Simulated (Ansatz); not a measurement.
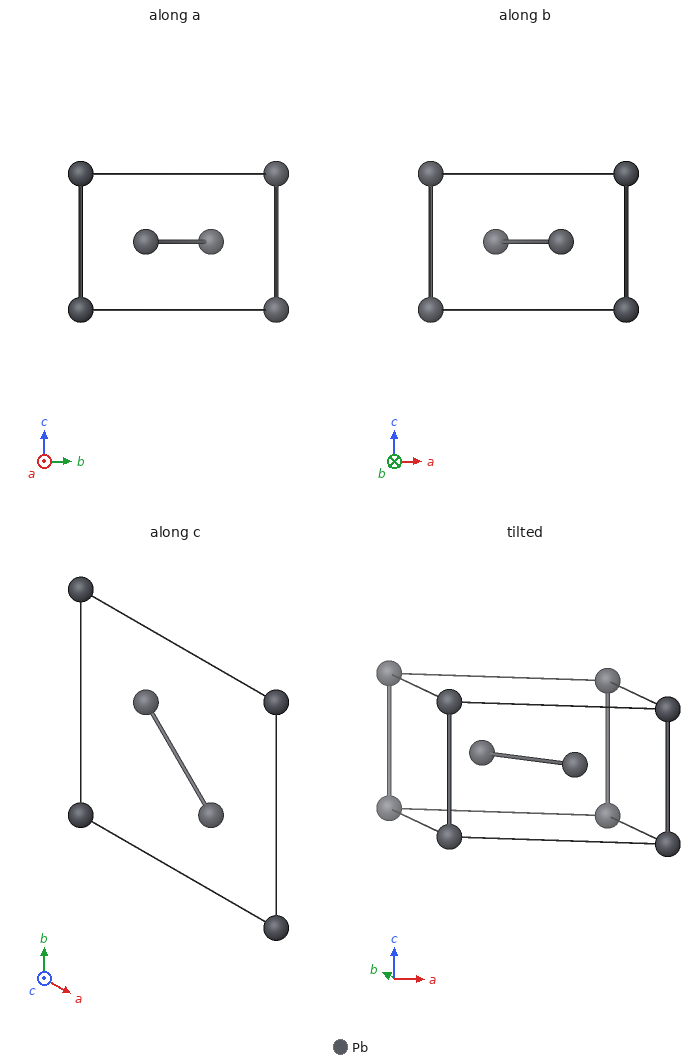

The image is a ball-and-stick drawing of a crystal, viewed along the a axis, along the b axis, along the c axis and slightly off an axis. The conventional unit cell is drawn as a box.

Lattice parameters: a = 5.852 Å, b = 5.852 Å, c = 3.531 Å, α = 90.00°, β = 90.00°, γ = 120.00°. Put a along x and b in the xy plane.

### Convert the drawing into a POSCAR file.

```
Pb
1.0
     5.852    0.000    0.000
    -2.926    5.068    0.000
     0.000    0.000    3.531
Pb
3
Direct
  0.0000 0.0000 0.0000
  0.3333 0.6667 0.5000
  0.6667 0.3333 0.5000
```

The structure was taken from a structure type filled with this element by a generator (whether the element takes this form wasn't checked). Earlier steps of the study may have refined or changed the cell and positions. A calculation with Ansatz used it as input.
